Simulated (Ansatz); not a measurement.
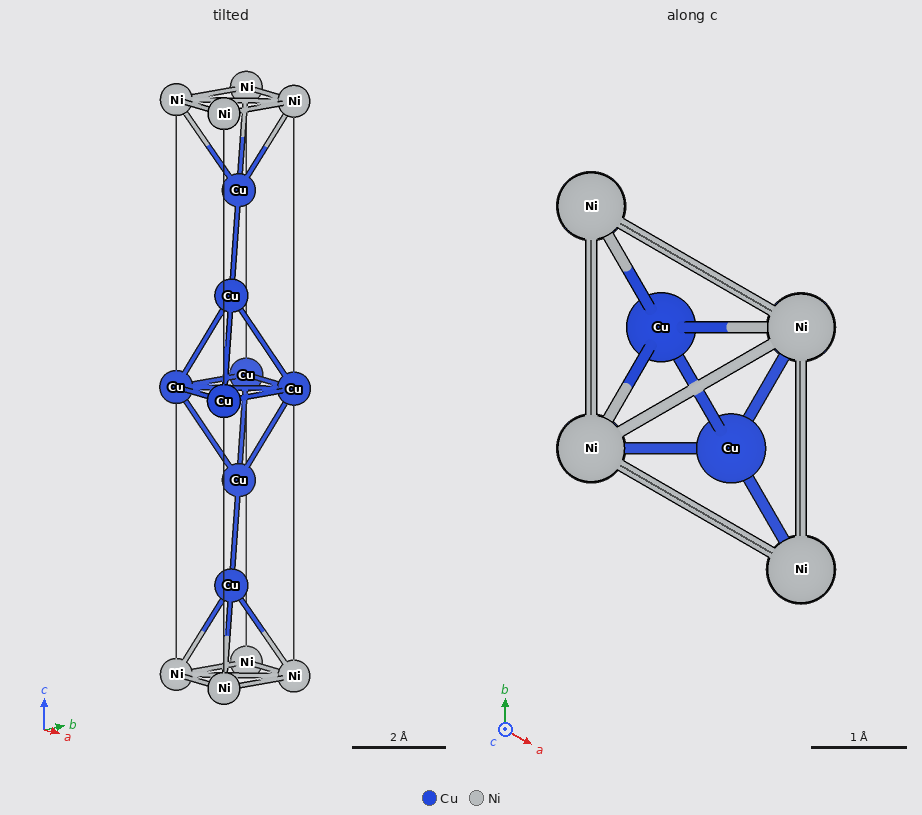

The crystal in a ball-and-stick representation, seen slightly off an axis and along the c axis. The conventional unit cell is drawn as a box. Cell: a = 2.55 Å, b = 2.55 Å, c = 12.50 Å, α = 90.00°, β = 90.00°, γ = 120.00°.

Provenance: a structure type filled with these elements by a generator (whether the compound takes this form wasn't checked). Earlier steps of the study, as a rule a relaxation of our own, may have changed the cell and positions, so they can lie some per cent off the listed ones. It went into a calculation with Ansatz.

What structure is drawn here?

Answer. The formula is Cu$_{5}$Ni. The structure has P-3m1 (No. 164) symmetry and a primitive hexagonal lattice. It has 6 atoms to the cell (5 Cu, 1 Ni). Each Ni atom is coordinated by six Cu and six Ni in a cuboctahedral arrangement (about 2.5 Å to Cu, 2.5 Å to Ni). Cu takes three kinds of site: 2d with nine Cu and three Ni in a cuboctahedral arrangement (about 2.6 Å to Cu, 2.5 Å to Ni); 2d with twelve Cu in a cuboctahedral arrangement at about 2.5 Å; 1b with twelve Cu in a cuboctahedral arrangement at about 2.5 Å. The bonds build a three-dimensional framework.

Setup: DFT PBE, scalar-relativistic, plane waves, PAW in Ansatz 0.2.0; a kinetic-energy cutoff of 420 eV, the zone sampled with 18×18×4 points, Gaussian smearing of 0.1 eV, no spin polarisation (a spin-restricted run, not always the ground state).

Is it conducting or gapped at this level?

Answer. A metal: bands cross the Fermi level.

What charge does Bader's analysis assign to each element?

Answer. Cu +0.01 e; Ni -0.05 e.

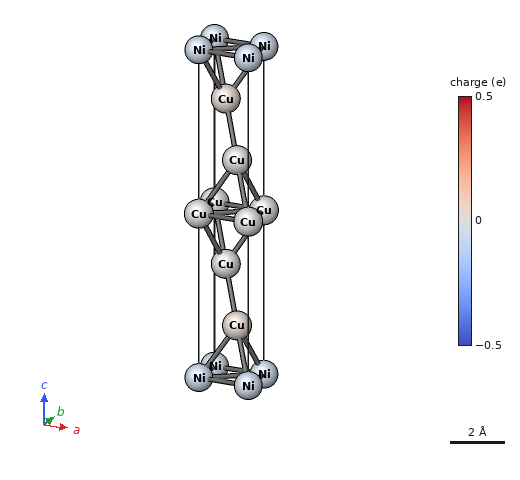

The atoms coloured by those charges. The run's cell of 6 atoms is drawn.

Does the calculation find this structure at rest?

Answer. Yes. All forces vanish to within 0.01 eV/Å. The pressure is 0.0 GPa, close to zero.
